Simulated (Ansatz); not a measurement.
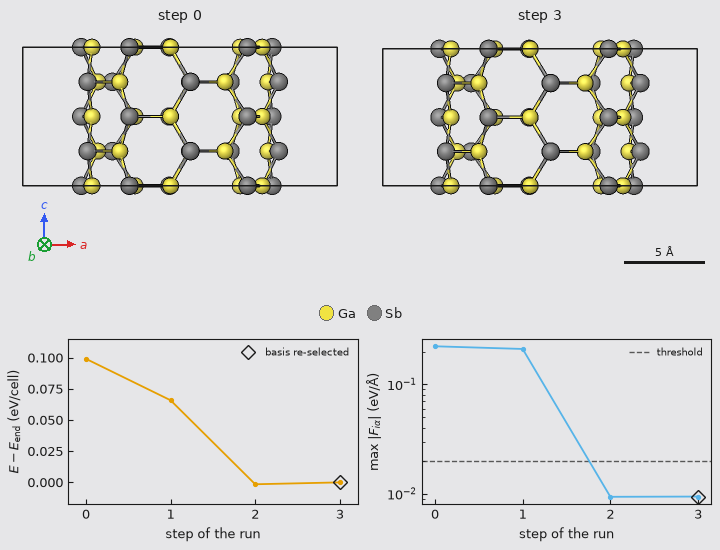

First and last geometry of a relaxation of a wire of composition GaSb, with the history of the run. The picture is a ball-and-stick view of the 2 repeat of the cell, with the vacuum cut short, seen along the b axis.

Case: (5,5) tube.

Method: DFT PBE, scalar-relativistic, plane waves, PAW in Ansatz 0.2.0. Settings: plane-wave cutoff 420 eV; k-point mesh 1 × 1 × 11; occupations gaussian; smearing width 0.05 eV; no spin polarisation; cell relaxed at fixed a, b, alpha, beta, gamma; force threshold 0.02 eV/Å; at most 45 steps.

What do the curves and the structures tell?

Answer. It converged. The energy falls by 99.1 meV per cell of the calculation in 2 accepted moves (3 points after the start). The largest force component goes from 0.22 to 0.0094 eV/Å. The SCF was repeated once at an unchanged geometry on a basis and grid sized afresh for the cell, which shifted the energy by 1.5 meV per cell of the calculation at most. The largest moves relative to the layer's centre, 0.11 Å, are those of Sb atoms. Largest moves by element: Sb 0.11 Å, Ga 0.06 Å. Along the periodic axis the drawn cell goes c 8.751 → 8.647 Å (−1.2 %). Near-neighbour distances that change, for instance: Ga–Sb 2.599 → 2.623 Å, Ga–Sb 2.619 → 2.632 Å. Among the angles between lasting bonds that change: Sb–Ga–Sb 113.3° → 110.5°, Ga–Sb–Ga 113.3° → 110.5°.
